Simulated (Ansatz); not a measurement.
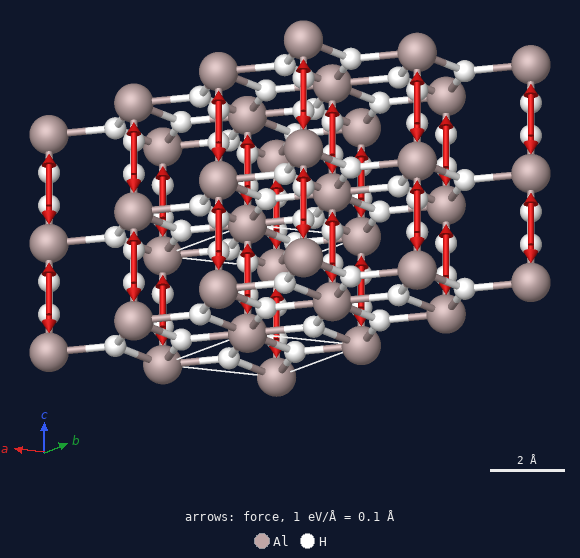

Starting geometry of a crystal of AlH4 (a generated structure, set up in P6/mmm) (coarse preliminary run) with the computed forces as red arrows. Style: ball-and-stick. Shown: the cell of the calculation, repeated 2 × 3 × 2 with one cell outlined, from a free direction.

The calculation used Ansatz, DFT PBE, scalar-relativistic, plane waves, PAW.

The input:
```yaml
crystal:
  lattice:
    - [3.20536921, 0.0, 0.0]
    - [-1.60268461, 2.77593117, 0.0]
    - [0.0, 0.0, 3.19425385]
  atoms:
    - { symbol: Al, position: [0.0, 0.0, 0.0] }
    - { symbol: H, position: [0.33333333, 0.66666667, 0.0] }
    - { symbol: H, position: [0.66666667, 0.33333333, 0.0] }
    - { symbol: H, position: [0.0, 0.0, 0.34905473] }
    - { symbol: H, position: [0.0, 0.0, 0.65094527] }
basis:
  ecutwfc: 420
kpoints:
  mp_grid: { grid: [6, 6, 6] }
hamiltonian:
  xc: pbe
scf:
  occupations: { method: gaussian, width: 0.1 }
  lower_state_search: "off"
output:
  forces: true
  stress: true
  eigenvalues: true
relax:
  adjacent_minimum: "off"
  f_tol: 0.04
  max_steps: 70
  cell: { stress_tol: 0.4 }
```

Command:
```bash
ansatz run input.yaml --threads 1 --pin off --max-ram 2560MiB --backend cpu --events-out ev --progress --plain --runs-dir out
```

What follows when this structure is relaxed?

It isn't relaxed: the largest force vector, on H atoms, is 15.24 eV/Å. The atoms end up moving mostly along the starting forces (cosine between the two patterns 1.00). Over 10 accepted moves (12 points after the start) the energy falls by 8.221 eV per cell of the calculation. The largest force component goes from 15 to 0.0027 eV/Å. The pressure goes from 100.76 to −0.07 GPa. At 2 points the geometry stayed and the basis and grid were re-selected for the new cell (energy shift of 0.164 eV per cell of the calculation at most each time). The largest moves relative to the cell, 0.16 Å, are those of H4 and H5. H4 goes along +c. Al stays in place. The drawn cell changes as follows: a = b 3.205 → 3.322 Å (+3.6 %), c 3.194 → 4.593 Å (+43.8 %); the volume changes by +54.4 %. Some distances before and after: Al1–H4 1.115 → 1.758 Å, H4–H5 0.964 → 1.076 Å, Al1–H2 1.851 → 1.918 Å. The space group stays P6/mmm (No. 191).
